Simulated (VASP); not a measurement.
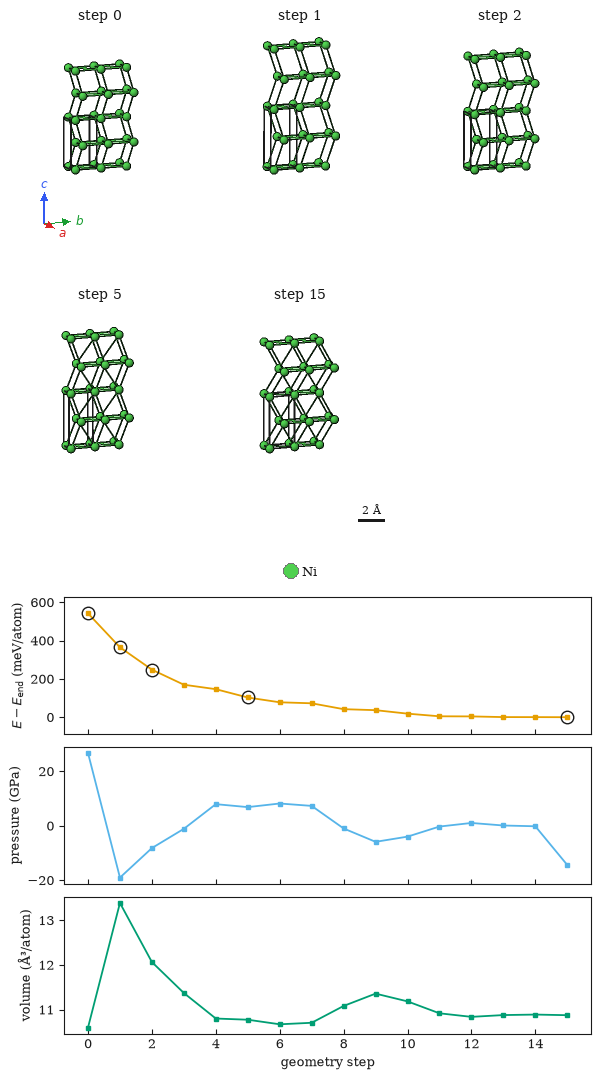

Frames of a relaxation of crystalline Ni (set up in P-1), marked on the history of the run. Style: ball-and-stick. Shown: the cell of the calculation, repeated 2 × 3 × 2 with one cell outlined, slightly off an axis.

The run lets cell and atoms move.

Level of theory: Kohn-Sham DFT of a periodic cell, PBE, VASP PAW PBE potentials, recommended (VASP 6.6.1).

The input:
```
PREC = Accurate
ENCUT = 600
EDIFF = 1E-6
ISMEAR = 1
SIGMA = 0.2
LREAL = F
LASPH = T
NELM = 120
ALGO = Normal
ISIF = 3
LWAVE = F
LCHARG = F
ISPIN = 2
MAGMOM = 1 1
LORBIT = 11
LMAXMIX = 4
GGA = PE
IBRION = 2
NSW = 60
EDIFFG = -0.01
```

Run as
```bash
cat potpaw_PBE.64/Ni/POTCAR > POTCAR
mpirun -np 1 vasp_std > vasp.out
```

Describe the path.

The run was cut off at its time limit before the relaxation converged, so the last structure is only a point on the way. The largest moves relative to the cell, 0.35 Å, are those of Ni atoms. Cell: a 2.397 → 2.425 Å (+1.2 %), b 2.397 → 2.424 Å (+1.2 %), c 3.914 → 4.099 Å (+4.7 %), γ 109.5° → 115.5°. Volume +2.6 %. Among the contacts that change: Ni–Ni 2.902 → 2.426 Å, Ni–Ni 2.047 → 2.425 Å, Ni–Ni 2.068 → 2.425 Å, Ni–Ni 2.767 → 2.587 Å. The space group (tolerance 0.01 Å) goes from P-1 (No. 2) to Cmcm (No. 63). The energy falls by 542 meV per atom in 15 geometry steps. The largest force component goes from 2.4 to 0.012 eV/Å. The pressure goes from 26.74 to −14.38 GPa. From step 0 to 1: Ni atoms move most (0.12 Å), volume +26.3 %, energy −177 meV per atom. From step 1 to 2: Ni atoms move most (0.05 Å), volume −9.9 %, energy −117 meV per atom. From step 2 to 5: Ni atoms move most (0.11 Å), volume −10.7 %, energy −145 meV per atom. From step 5 to 15: Ni atoms move most (0.18 Å), volume +0.9 %, energy −103 meV per atom.
